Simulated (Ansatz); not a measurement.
# Au(111) with 4 layers of random Au-Os, 2x2: scattering by chemical disorder

Wanted: resistance against the alloy's length, first Au(111) with 4 layers of random Au-Os, 2x2.

Method: Ansatz plane-wave DFT, PBE, PAW files; ballistic transport by layer matching (Landauer), zero bias; PAW set soft_1, in Ansatz 0.2.0.

## 1. The structure

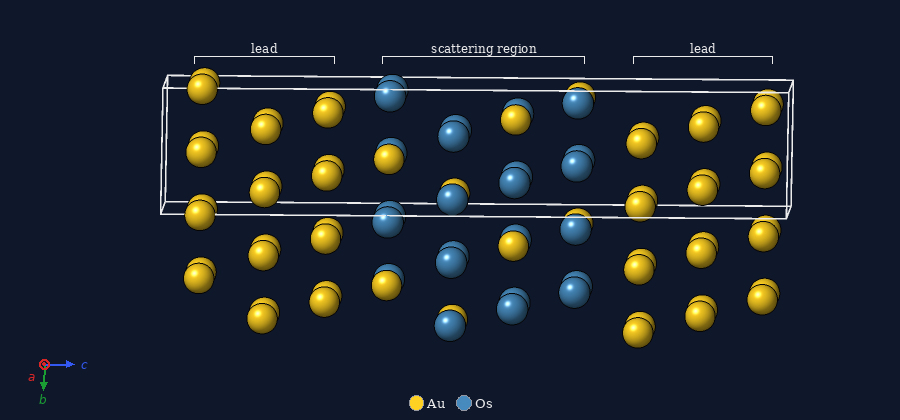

Start, viewed from the side, with the c axis across the page; gold yellow, osmium blue. 1×2×1 cells are drawn.

The cell holds 40 atoms: 28 Au and 12 Os. Its edges and angles: a = 5.768 Å, b = 5.768 Å, c = 23.605 Å, α = 93.5°, β = 86.5°, γ = 120.0°. It derives from Au. Regions: lead, 24 atoms (24 Au); scattering region, 16 atoms (12 Os and 4 Au). The structure is stacked along c, and the current runs across the ab planes.

## 2. With 4 alloy layers

In 4 layers a share of 0.75 of the sites is given to Os at random. The layers about the cell's end stay perfect and serve as the lead. Disorder leaves little or no symmetry, which makes such runs dear. Energies from -0.05 to 0.05 eV in steps of 0.05 eV are too few for the program's thermal sum, so it prints no conductance; for a metal the transmission near the Fermi level serves, at a fraction of the cost.

File input.yaml:

```yaml
crystal:
  lattice:
    - [5.7675164607, 0.0, 0.0]
    - [-2.8837582304, 4.9948157718, 0.0]
    - [1.4418791152, -0.8324692953, 23.5457873532]
  atoms:
    - { symbol: Au, position: [0.9916666667, 0.0083333333, 0.05] }
    - { symbol: Au, position: [0.9916666667, 0.5083333333, 0.05] }
    - { symbol: Au, position: [0.4916666667, 0.0083333333, 0.05] }
    - { symbol: Au, position: [0.4916666667, 0.5083333333, 0.05] }
    - { symbol: Au, position: [0.1416666667, 0.3583333333, 0.15] }
    - { symbol: Au, position: [0.1416666667, 0.8583333333, 0.15] }
    - { symbol: Au, position: [0.6416666667, 0.3583333333, 0.15] }
    - { symbol: Au, position: [0.6416666667, 0.8583333333, 0.15] }
    - { symbol: Au, position: [0.2916666667, 0.2083333333, 0.25] }
    - { symbol: Au, position: [0.2916666667, 0.7083333333, 0.25] }
    - { symbol: Au, position: [0.7916666667, 0.2083333333, 0.25] }
    - { symbol: Au, position: [0.7916666667, 0.7083333333, 0.25] }
    - { symbol: Os, position: [0.9416666667, 0.0583333333, 0.35] }
    - { symbol: Au, position: [0.9416666667, 0.5583333333, 0.35] }
    - { symbol: Os, position: [0.4416666667, 0.0583333333, 0.35] }
    - { symbol: Os, position: [0.4416666667, 0.5583333333, 0.35] }
    - { symbol: Os, position: [0.0916666667, 0.4083333333, 0.45] }
    - { symbol: Au, position: [0.0916666667, 0.9083333333, 0.45] }
    - { symbol: Os, position: [0.5916666667, 0.4083333333, 0.45] }
    - { symbol: Os, position: [0.5916666667, 0.9083333333, 0.45] }
    - { symbol: Os, position: [0.2416666667, 0.2583333333, 0.55] }
    - { symbol: Os, position: [0.2416666667, 0.7583333333, 0.55] }
    - { symbol: Au, position: [0.7416666667, 0.2583333333, 0.55] }
    - { symbol: Os, position: [0.7416666667, 0.7583333333, 0.55] }
    - { symbol: Os, position: [0.8916666667, 0.1083333333, 0.65] }
    - { symbol: Os, position: [0.8916666667, 0.6083333333, 0.65] }
    - { symbol: Au, position: [0.3916666667, 0.1083333333, 0.65] }
    - { symbol: Os, position: [0.3916666667, 0.6083333333, 0.65] }
    - { symbol: Au, position: [0.0416666667, 0.4583333333, 0.75] }
    - { symbol: Au, position: [0.0416666667, 0.9583333333, 0.75] }
    - { symbol: Au, position: [0.5416666667, 0.4583333333, 0.75] }
    - { symbol: Au, position: [0.5416666667, 0.9583333333, 0.75] }
    - { symbol: Au, position: [0.1916666667, 0.3083333333, 0.85] }
    - { symbol: Au, position: [0.1916666667, 0.8083333333, 0.85] }
    - { symbol: Au, position: [0.6916666667, 0.3083333333, 0.85] }
    - { symbol: Au, position: [0.6916666667, 0.8083333333, 0.85] }
    - { symbol: Au, position: [0.8416666667, 0.1583333333, 0.95] }
    - { symbol: Au, position: [0.8416666667, 0.6583333333, 0.95] }
    - { symbol: Au, position: [0.3416666667, 0.1583333333, 0.95] }
    - { symbol: Au, position: [0.3416666667, 0.6583333333, 0.95] }
kpoints:
  mp_grid: { grid: [5, 5, 1] }
hamiltonian:
  xc: pbe
  pseudopotentials: { kind: paw, azcp: { folder: soft_1 } }
scf:
  occupations: { method: fermi_dirac, width: 0.1 }
output:
  transmission:
    leads: [[0, 4]]
    kmesh: [10, 10]
    e_range: [-0.05, 0.05]
    de: 0.05
  write_potential: true
  write_density: true
  volumetric_format: npy
```

Run with:

```sh
ansatz run input.yaml --threads 4 --pin off --max-ram 15360MiB --backend cpu --events-out ev --progress --plain --runs-dir out
```

Numbers of over 12 decimals in the logs are rounded to 6 here.

The program printed:

```text
Engine: ansatz 0.2.0, aarch64-unknown-linux-gnu
Pseudopotentials: kind: paw
Pseudopotential: Au, paw, valence charge 19, recommended cutoff 420 eV (normal), soft_1/Au.paw.azcp
Pseudopotential: Os, paw, valence charge 16, recommended cutoff 420 eV (normal), soft_1/Os.paw.azcp
Functional definition: PBE
  parameter kappa = 0.804
  parameter beta = 0.066725
  exchange = pbe_x(kappa = kappa, mu = beta*pi^2/3)
  correlation = pbe_c(beta = beta)
Crystal: 40 atoms, lattice volume = 678.300 Å³
Basis set: ecut = 420 eV, 13321 PW (Γ)
Bands: 435, of which v1, the nominal top of the filled ones, is band 362 counted from 1 (361 counted from 0)
Symmetry: 2 space group operations
Space group: C2 (ITA 5), of the structure as read, at distance tolerance 8.8e-5 Å
k-points: 9 of 25 (time reversal used)
Non-local potential: Au, projectors of the file, l = 0: 3, l = 1: 2, l = 2: 2, l = 3: 1
Non-local potential: Os, projectors of the file, l = 0: 3, l = 1: 2, l = 2: 2, l = 3: 1
PAW form: soft (Blöchl's): semilocal exchange-correlation on the pseudo side does not see the compensation charge
PAW one-centre angular grid: Au, 590 points (default); XC on 64 Gauss nodes
PAW one-centre angular grid: Os, 590 points (default); XC on 64 Gauss nodes
Initial density: superposition of atomic densities (chi_scale 0.1, normalization cell, long waves of neutral atoms (reshape's long-wave potential 12.89 eV rms, cloud 2.80 Å wide))
Initial wavefunctions: pseudopotential atomic-orbital guess
Functional: x = pbe(κ = 0.804, μ = 0.219515), c = pbe(β = 0.066725)
SCF iter   1: F=—  HF=-504940.835224 eV  |F-HF|=—  |Δ(HF+E_count)|=         —  Δρ=2.30e-1  dr2=6.39e3  ethr=3.10e-3  ⟨swp⟩=4.0  Hψ=11477  notcnv=0  defer=157
preconditioner: auto → Kerker (q_TF=auto, 2.758 Å⁻¹)  [metal: Δε(μ)=0.007 eV  Ē_g=7.826 eV  σ=0.100 eV  W_gap=0.02  n_scr=254 (ndim 8)  ℏωp=28.7 eV  f_vac=0.000  D(μ)=60.68/eV (n_scr^D=766)]
SCF iter   2: F=—  HF=-504869.385030 eV  |F-HF|=—  |Δ(HF+E_count)|=    7.15e1  Δρ=7.14e-2  dr2=6.65e2  ethr=3.10e-3  ⟨swp⟩=2.9  Hψ=7061  notcnv=0  defer=344
SCF iter   3: F=—  HF=-504856.106102 eV  |F-HF|=—  |Δ(HF+E_count)|=    1.33e1  Δρ=3.09e-2  dr2=2.57e2  ethr=3.10e-3  ⟨swp⟩=2.0  Hψ=5028  notcnv=0  defer=364
SCF iter   4: F=—  HF=-504851.454576 eV  |F-HF|=—  |Δ(HF+E_count)|=    4.65e0  Δρ=1.29e-2  dr2=5.94e1  ethr=3.10e-3  ⟨swp⟩=2.7  Hψ=4970  notcnv=0  defer=355
SCF iter   5: F=—  HF=-504850.662122 eV  |F-HF|=—  |Δ(HF+E_count)|=   7.92e-1  Δρ=5.58e-3  dr2=6.07e0  ethr=3.10e-3  ⟨swp⟩=1.3  Hψ=4306  notcnv=0  defer=350
SCF iter   6: F=—  HF=-504850.544729 eV  |F-HF|=—  |Δ(HF+E_count)|=   1.17e-1  Δρ=2.12e-3  dr2=9.84e-1  ethr=8.39e-4  ⟨swp⟩=1.3  Hψ=3792  notcnv=0  defer=349
SCF iter   7: F=—  HF=-504850.521653 eV  |F-HF|=—  |Δ(HF+E_count)|=   2.31e-2  Δρ=7.32e-4  dr2=4.71e-2  ethr=1.36e-4  ⟨swp⟩=1.0  Hψ=3565  notcnv=0  defer=349
SCF iter   8: F=—  HF=-504850.519243 eV  |F-HF|=—  |Δ(HF+E_count)|=   2.41e-3  Δρ=2.00e-4  dr2=1.88e-3  ethr=6.51e-6  ⟨swp⟩=1.1  Hψ=3566  notcnv=0  defer=349
SCF iter   9: F=—  HF=-504850.519180 eV  |F-HF|=—  |Δ(HF+E_count)|=   6.25e-5  Δρ=5.54e-5  dr2=2.21e-4  ethr=2.60e-7  ⟨swp⟩=1.9  Hψ=4187  notcnv=0  defer=349
SCF iter  10: F=—  HF=-504850.519253 eV  |F-HF|=—  |Δ(HF+E_count)|=   7.27e-5  Δρ=1.68e-5  dr2=4.53e-5  ethr=3.06e-8  ⟨swp⟩=1.3  Hψ=3568  notcnv=0  defer=349
SCF iter  11: F=—  HF=-504850.519561 eV  |F-HF|=—  |Δ(HF+E_count)|=   3.08e-4  Δρ=7.45e-6  dr2=5.76e-6  ethr=6.25e-9  ⟨swp⟩=1.0  Hψ=3915  notcnv=0  defer=350
SCF iter  12: F=—  HF=-504850.519561 eV  |F-HF|=—  |Δ(HF+E_count)|=   2.07e-7  Δρ=2.20e-6  dr2=2.45e-7  ethr=7.96e-10  ⟨swp⟩=1.1  Hψ=3566  notcnv=0  defer=350
SCF iter  13: F=-504850.519561 eV  HF=-504850.519561 eV  |F-HF|=1.87e-8  |Δ(HF+E_count)|=   1.92e-8  Δρ=7.43e-7  dr2=2.14e-8  ethr=1.38e-11  ⟨swp⟩=10.1  Hψ=13946  notcnv=0
SCF 1 converged in 13 iterations: F = -504850.519561 eV  dr2 = 2.14e-8
  greatest PAW one-centre occupation: 1.000 electrons in one spin orbital (limit 2), on the Au atom at site 22 (counted from 0), in its partial waves of l = 0
transmission: 183 of 1768 steps passed
transmission: 360 of 1768 steps passed
[...]
transmission: 1768 of 1768 steps passed
SCF converged after 13 iterations
Free energy (F): -504850.519561 eV
Harris-Foulkes:  -504850.519561 eV  (|F-HF|=1.87e-8)
Internal energy: -504849.560314 eV  (E = F + TS)
E sigma→0 (E₀):  -504850.039937 eV
Entropy (-TS):   -0.959247 eV (-23.981 meV/atom)
Fermi energy:    20.654354 eV
--- Per-component energies (eV) ---
  E_band       = -7503.466670
  E_kinetic    = 22009.777894
  E_local      = -66792.170749  (includes V_loc(G=0)·N_el)
  E_nonlocal   = 5093.586891
  E_hartree    = 28246.607975
  E_xc         = -8806.943226
  E_vxc        = -10239.257991  (∫ρ·V_xc dr)
  E_paw        = -381037.576299  (= ΣΔE_a)
  E_vpaw       = -14068.662259  (= ΣTr[D̂ρ^β])
  E_aug_tail   = 0.053246  (compensation charges beyond the density's cutoff)
  E_ewald      = -103562.896047
  E_smearing   = -0.959247  (= −TS)
  E_closure    = 0.000000  (closes the sum)
  Σ components = -504850.519561   (vs F -504850.519561, Δ=0.00e0)
--- Band table (eV; the first three rows and the last of 9) ---
  k-point 0: bands = [... 358 lower, 21.0270, 21.0390, 21.0922, 21.2423, 21.2742, 21.3084, 21.3127, 21.3225, ... 69 higher]
  k-point 1: bands = [... 358 lower, 20.6395, 20.6866, 20.7163, 20.8487, 20.8727, 20.9473, 20.9759, 21.0254, ... 69 higher]
  k-point 2: bands = [... 358 lower, 20.3897, 20.4392, 20.4573, 20.5156, 20.5712, 20.5949, 20.6265, 20.7869, ... 69 higher]
  k-point 8: bands = [... 358 lower, 20.3616, 20.4183, 20.4526, 20.4870, 20.5107, 20.5411, 20.5986, 20.7731, ... 69 higher]
--- Transmission ---
  basis      : 253 plane waves across, 34 finite elements along
  points     : 52, standing for a mesh of 10 x 10
  energies   : 3 from -0.050000 to 0.050000 eV about the Fermi level, 0.050000 eV apart; the leads are filled to 0.000000 eV, and channels, transmission and decay are at 0.000000 eV
  crystal 0  : Au4, at the sites [0, 4], period 2.3546 Å, over 14.13 Å; its Hamiltonian steps by up to 25.8 meV: too much for a lead, lay more layers or, if its atoms are ordered, name the step of that order
    offset         : up to 0.0000 Å between an atom of the period and one for which it stands
    channels       : 3.170000e0 a spin
    conductance    : none, the energies end too early or step too widely for 300 K: set another output.transmission.e_range or a lower de, or, where they end at an eighth of basis.ecutwfc, a higher one
  junction   : crystal 0 to crystal 0, 0.70 to 21.89 Å
    transmission   : 1.387470e0 a spin
    conductance    : none, the energies end too early or step too widely for 300 K: set another output.transmission.e_range or a lower de, or, where they end at an eighth of basis.ecutwfc, a higher one
```

Run time: 13 min. Hardware: 4 threads of Arm Neoverse V1, shared host; peak memory 5.8 GiB; 44 min of CPU time.

Numbers from this step:

* free energy: -504850.5196 eV
* energy at zero smearing: -504850.0399 eV
* Fermi energy: 20.65 eV
* cell area: 28.81 Å²
* transmission per spin nearest the Fermi level: 1.387
* open channels per spin nearest the Fermi level: 3.17
* step of the lead's potential: 25.8 meV

Per spin. Table of transmission, zone mean by energy, zero at the Fermi level:

```csv
energy (eV),"transmission, zone mean"
-0.0500,1.37
0.0000,1.39
0.0500,1.41
```

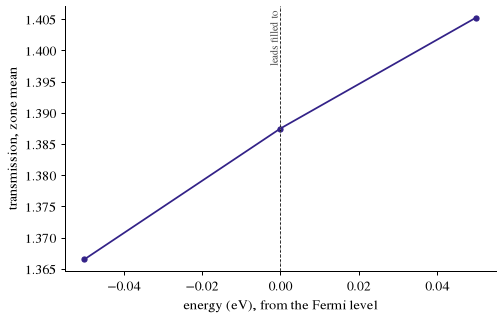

Transmission, zone mean against energy.

Per spin. Table of open channels, zone mean, lead by energy, zero at the Fermi level:

```csv
energy (eV),"open channels, zone mean, lead"
-0.0500,3.17
0.0000,3.17
0.0500,3.21
```

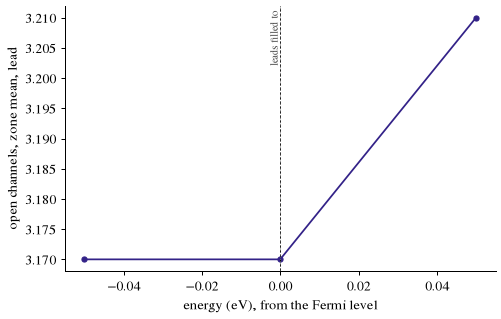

Open channels, zone mean, lead against energy.

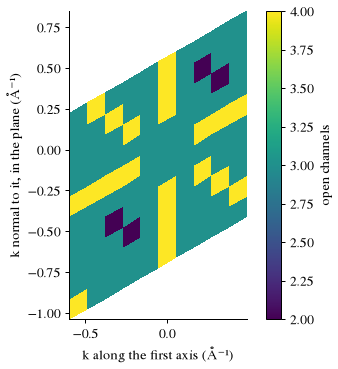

Open channels over k1 and k2. At 0.0000 eV from the Fermi level.

Over the solved energies the transmission per spin lies between 1.37 and 1.41, out of 3.18 channels of the lead on average (up to 3.21). The log calls the step of a lead's potential too much.

## 3. With 8 alloy layers

System of this step: Au(111) with 8 layers of random Au-Os, 2x2. The cell holds 56 atoms: 32 Au and 24 Os. Cell: a = 5.768 Å, b = 5.768 Å, c = 33.006 Å, α = 87.5°, β = 92.5°, γ = 120.0°. It derives from Au. Regions: lead, 24 atoms (24 Au); scattering region, 32 atoms (8 Au and 24 Os). The structure is stacked along c, and the current runs across the ab planes.

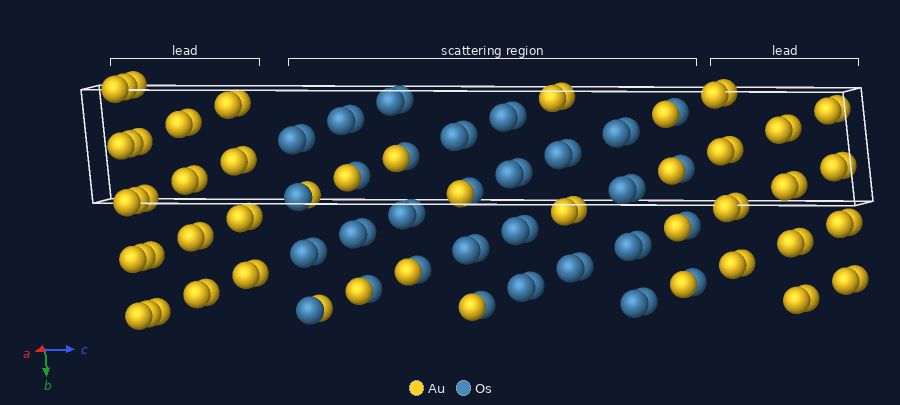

The cell of this step (gold yellow, osmium blue). 1×2×1 cells are drawn. Some periodic images of atoms are drawn too.

File input.yaml:

```yaml
crystal:
  lattice:
    - [5.7675164607, 0.0, 0.0]
    - [-2.8837582304, 4.9948157718, 0.0]
    - [-1.4418791152, 0.8324692953, 32.9641022945]
  atoms:
    - { symbol: Au, position: [0.005952381, 0.994047619, 0.0357142857] }
    - { symbol: Au, position: [0.005952381, 0.494047619, 0.0357142857] }
    - { symbol: Au, position: [0.505952381, 0.994047619, 0.0357142857] }
    - { symbol: Au, position: [0.505952381, 0.494047619, 0.0357142857] }
    - { symbol: Au, position: [0.1845238095, 0.3154761905, 0.1071428571] }
    - { symbol: Au, position: [0.1845238095, 0.8154761905, 0.1071428571] }
    - { symbol: Au, position: [0.6845238095, 0.3154761905, 0.1071428571] }
    - { symbol: Au, position: [0.6845238095, 0.8154761905, 0.1071428571] }
    - { symbol: Au, position: [0.3630952381, 0.1369047619, 0.1785714286] }
    - { symbol: Au, position: [0.3630952381, 0.6369047619, 0.1785714286] }
    - { symbol: Au, position: [0.8630952381, 0.1369047619, 0.1785714286] }
    - { symbol: Au, position: [0.8630952381, 0.6369047619, 0.1785714286] }
    - { symbol: Au, position: [0.0416666667, 0.9583333333, 0.25] }
    - { symbol: Os, position: [0.0416666667, 0.4583333333, 0.25] }
    - { symbol: Os, position: [0.5416666667, 0.9583333333, 0.25] }
    - { symbol: Os, position: [0.5416666667, 0.4583333333, 0.25] }
    - { symbol: Os, position: [0.2202380952, 0.2797619048, 0.3214285714] }
    - { symbol: Os, position: [0.2202380952, 0.7797619048, 0.3214285714] }
    - { symbol: Os, position: [0.7202380952, 0.2797619048, 0.3214285714] }
    - { symbol: Au, position: [0.7202380952, 0.7797619048, 0.3214285714] }
    - { symbol: Os, position: [0.3988095238, 0.1011904762, 0.3928571429] }
    - { symbol: Os, position: [0.3988095238, 0.6011904762, 0.3928571429] }
    - { symbol: Os, position: [0.8988095238, 0.1011904762, 0.3928571429] }
    - { symbol: Au, position: [0.8988095238, 0.6011904762, 0.3928571429] }
    - { symbol: Os, position: [0.0773809524, 0.9226190476, 0.4642857143] }
    - { symbol: Os, position: [0.0773809524, 0.4226190476, 0.4642857143] }
    - { symbol: Au, position: [0.5773809524, 0.9226190476, 0.4642857143] }
    - { symbol: Os, position: [0.5773809524, 0.4226190476, 0.4642857143] }
    - { symbol: Os, position: [0.255952381, 0.244047619, 0.5357142857] }
    - { symbol: Os, position: [0.255952381, 0.744047619, 0.5357142857] }
    - { symbol: Os, position: [0.755952381, 0.244047619, 0.5357142857] }
    - { symbol: Os, position: [0.755952381, 0.744047619, 0.5357142857] }
    - { symbol: Au, position: [0.4345238095, 0.0654761905, 0.6071428571] }
    - { symbol: Os, position: [0.4345238095, 0.5654761905, 0.6071428571] }
    - { symbol: Au, position: [0.9345238095, 0.0654761905, 0.6071428571] }
    - { symbol: Os, position: [0.9345238095, 0.5654761905, 0.6071428571] }
    - { symbol: Os, position: [0.1130952381, 0.8869047619, 0.6785714286] }
    - { symbol: Os, position: [0.1130952381, 0.3869047619, 0.6785714286] }
    - { symbol: Os, position: [0.6130952381, 0.8869047619, 0.6785714286] }
    - { symbol: Os, position: [0.6130952381, 0.3869047619, 0.6785714286] }
    - { symbol: Os, position: [0.2916666667, 0.2083333333, 0.75] }
    - { symbol: Os, position: [0.2916666667, 0.7083333333, 0.75] }
    - { symbol: Au, position: [0.7916666667, 0.2083333333, 0.75] }
    - { symbol: Au, position: [0.7916666667, 0.7083333333, 0.75] }
    - { symbol: Au, position: [0.4702380952, 0.0297619048, 0.8214285714] }
    - { symbol: Au, position: [0.4702380952, 0.5297619048, 0.8214285714] }
    - { symbol: Au, position: [0.9702380952, 0.0297619048, 0.8214285714] }
    - { symbol: Au, position: [0.9702380952, 0.5297619048, 0.8214285714] }
    - { symbol: Au, position: [0.1488095238, 0.8511904762, 0.8928571429] }
    - { symbol: Au, position: [0.1488095238, 0.3511904762, 0.8928571429] }
    - { symbol: Au, position: [0.6488095238, 0.8511904762, 0.8928571429] }
    - { symbol: Au, position: [0.6488095238, 0.3511904762, 0.8928571429] }
    - { symbol: Au, position: [0.3273809524, 0.1726190476, 0.9642857143] }
    - { symbol: Au, position: [0.3273809524, 0.6726190476, 0.9642857143] }
    - { symbol: Au, position: [0.8273809524, 0.1726190476, 0.9642857143] }
    - { symbol: Au, position: [0.8273809524, 0.6726190476, 0.9642857143] }
kpoints:
  mp_grid: { grid: [5, 5, 1] }
hamiltonian:
  xc: pbe
  pseudopotentials: { kind: paw, azcp: { folder: soft_1 } }
scf:
  occupations: { method: fermi_dirac, width: 0.1 }
output:
  transmission:
    leads: [[0, 4]]
    kmesh: [10, 10]
    e_range: [-0.05, 0.05]
    de: 0.05
  write_potential: true
  write_density: true
  volumetric_format: npy
```

The program printed:

```text
[...]
Crystal: 56 atoms, lattice volume = 949.619 Å³
Basis set: ecut = 420 eV, 18659 PW (Γ)
Bands: 596, of which v1, the nominal top of the filled ones, is band 496 counted from 1 (495 counted from 0)
Symmetry: 1 space group operations
[...]
k-points: 13 of 25 (time reversal used)
[...]
SCF iter   1: F=—  HF=-694210.063590 eV  |F-HF|=—  |Δ(HF+E_count)|=         —  Δρ=2.57e-1  dr2=1.73e4  ethr=3.10e-3  ⟨swp⟩=4.0  Hψ=22426  notcnv=0  defer=275
[...]
SCF iter  14: F=-694075.456496 eV  HF=-694075.456496 eV  |F-HF|=9.60e-8  |Δ(HF+E_count)|=   2.77e-8  Δρ=6.79e-7  dr2=9.81e-8  ethr=1.01e-11  ⟨swp⟩=8.2  Hψ=25566  notcnv=0
SCF 1 converged in 14 iterations: F = -694075.456496 eV  dr2 = 9.81e-8
[...]
transmission: 286 of 2860 steps passed
transmission: 572 of 2860 steps passed
[...]
transmission: 2860 of 2860 steps passed
SCF converged after 14 iterations
Free energy (F): -694075.456496 eV
[...]
Internal energy: -694073.896517 eV  (E = F + TS)
E sigma→0 (E₀):  -694074.676507 eV
Entropy (-TS):   -1.559979 eV (-27.857 meV/atom)
Fermi energy:    20.651635 eV
[...]
--- Band table (eV; the first three rows and the last of 13) ---
  k-point 0: bands = [... 492 lower, 21.0593, 21.0891, 21.1214, 21.1284, 21.1867, 21.2331, 21.2683, 21.3025, ... 96 higher]
  k-point 1: bands = [... 492 lower, 20.7554, 20.7945, 20.8326, 20.8650, 20.9118, 20.9522, 20.9852, 21.0069, ... 96 higher]
  k-point 2: bands = [... 492 lower, 20.3614, 20.4015, 20.4323, 20.4711, 20.5005, 20.5270, 20.5710, 20.6043, ... 96 higher]
  k-point 12: bands = [... 492 lower, 20.5081, 20.5305, 20.5761, 20.6106, 20.6522, 20.7011, 20.7414, 20.7592, ... 96 higher]
--- Transmission ---
  basis      : 253 plane waves across, 55 finite elements along
  points     : 52, standing for a mesh of 10 x 10
[...]
channels       : 3.210000e0 a spin
[...]
junction   : crystal 0 to crystal 0, 0.70 to 31.31 Å
    transmission   : 1.094144e0 a spin
[...]
```

Run time: 24 min. Hardware: 4 threads; peak memory 11 GiB; 1.6 h of CPU time.

This step gave:

```
free energy                                    : -694075.4565 eV
energy at zero smearing                        : -694074.6765 eV
transmission per spin nearest the Fermi level  : 1.094
open channels per spin nearest the Fermi level : 3.21
step of the lead's potential                   : 19.1 meV
```

Per spin. The transmission, zone mean by energy, zero at the Fermi level:

```csv
energy (eV),"transmission, zone mean"
-0.0500,1.09
0.0000,1.09
0.0500,1.11
```

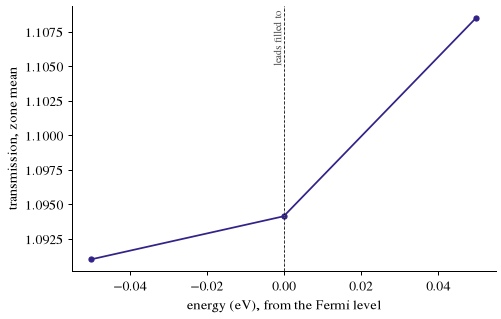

Transmission, zone mean against energy.

Over the solved energies the transmission per spin lies between 1.09 and 1.11, out of 3.21 channels of the lead on average (up to 3.21).

(Part 1 of 2 ends here.)

[Logs are printed without paths, hosts, clocks, repeated set-up lines and the standing remarks that a program may print on its own settings, such as how far it seeks lower states.]

[Hosts, paths, dates, database ids (printed as entryN), source tags and the programs' standing remarks are cut or masked in the printed files.]
